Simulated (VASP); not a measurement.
The VASP input:

POSCAR:
```
NaCl
1.0
    0.0000000000      2.7940632177      2.7940632177
    2.7940632177      0.0000000000      2.7940632177
    2.7940632177      2.7940632177      0.0000000000
Cl Na
1 1
Direct
    0.5000000000      0.5000000000      0.5000000000
    0.0000000000      0.0000000000      0.0000000000
```

INCAR.step1:
```
SYSTEM = NaCl
ALGO = Normal
EDIFF = 1E-6
ENCUT = 520
GGA = PS
ISIF = 2
ISMEAR = 0
LASPH = .True.
LCHARG = .True.
LREAL = .False.
LWAVE = .False.
NBANDS = 14
NELM = 100
PREC = Accurate
SIGMA = 0.02
```

KPOINTS.step1:
```
k-points
0
Gamma
  8 8 8
  0 0 0
```

INCAR.step2:
```
SYSTEM = NaCl
ALGO = Normal
EDIFF = 1E-6
ENCUT = 520
GGA = PS
ICHARG = 11
ISIF = 2
ISMEAR = 0
LASPH = .True.
LCHARG = .False.
LREAL = .False.
LWAVE = .False.
NBANDS = 14
NELM = 100
PREC = Accurate
SIGMA = 0.05
```

KPOINTS.step2:
```
path GXWKGLUWLK,UX
10
line-mode
reciprocal
 0.0000000000  0.0000000000  0.0000000000  G
 0.5000000000  0.0000000000  0.5000000000  X

 0.5000000000  0.0000000000  0.5000000000  X
 0.5000000000  0.2500000000  0.7500000000  W

 0.5000000000  0.2500000000  0.7500000000  W
 0.3750000000  0.3750000000  0.7500000000  K

 0.3750000000  0.3750000000  0.7500000000  K
 0.0000000000  0.0000000000  0.0000000000  G

 0.0000000000  0.0000000000  0.0000000000  G
 0.5000000000  0.5000000000  0.5000000000  L

 0.5000000000  0.5000000000  0.5000000000  L
 0.6250000000  0.2500000000  0.6250000000  U

 0.6250000000  0.2500000000  0.6250000000  U
 0.5000000000  0.2500000000  0.7500000000  W

 0.5000000000  0.2500000000  0.7500000000  W
 0.5000000000  0.5000000000  0.5000000000  L

 0.5000000000  0.5000000000  0.5000000000  L
 0.3750000000  0.3750000000  0.7500000000  K

 0.6250000000  0.2500000000  0.6250000000  U
 0.5000000000  0.0000000000  0.5000000000  X
```

System: rocksalt NaCl, space group Fm-3m, 2 atoms in the primitive cell.

VASP; PBEsol, VASP PAW PBE potentials, release 64 (Cl, Na_pv), no spin polarisation, no spin-orbit coupling, 8×8×8 k mesh, 520 eV cutoff.

What does the calculation give for the electronic structure? The path is Γ–X–W–K–Γ–L–U–W–L–K|U–X.

An insulator. The gap along this path is 5.04 eV and direct: both edges lie at Γ. Three bands meet at the valence-band top at Γ: it is triply degenerate (spin aside). The direct gaps are 5.04 eV at Γ, 7.41 eV at L and 8.15 eV at X. Within the window shown, the tallest peak of the filled states lies 0.4 eV under the valence-band top, at about 4.5 states per eV and cell.

The PAW data sets were made with another functional. LDA, GGA and most meta-GGA functionals understate gaps. The cell is a database's computed one.

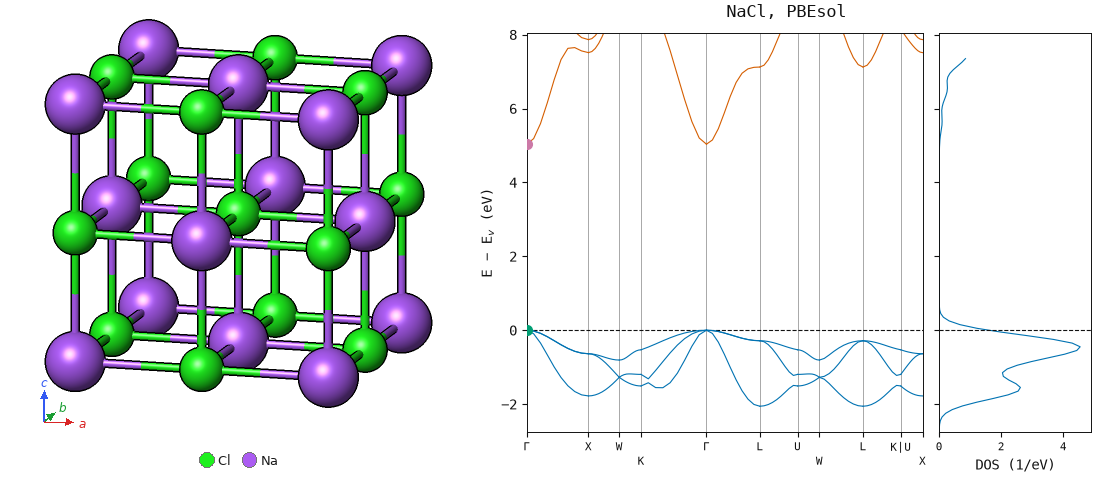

Band structure and density of states, beside the structure. Energies are counted from the top of the valence band. The DOS curve is built from the levels of the k mesh with Gaussians 0.55 eV wide, which also blur the band edges; ripples of that width can come from the mesh.
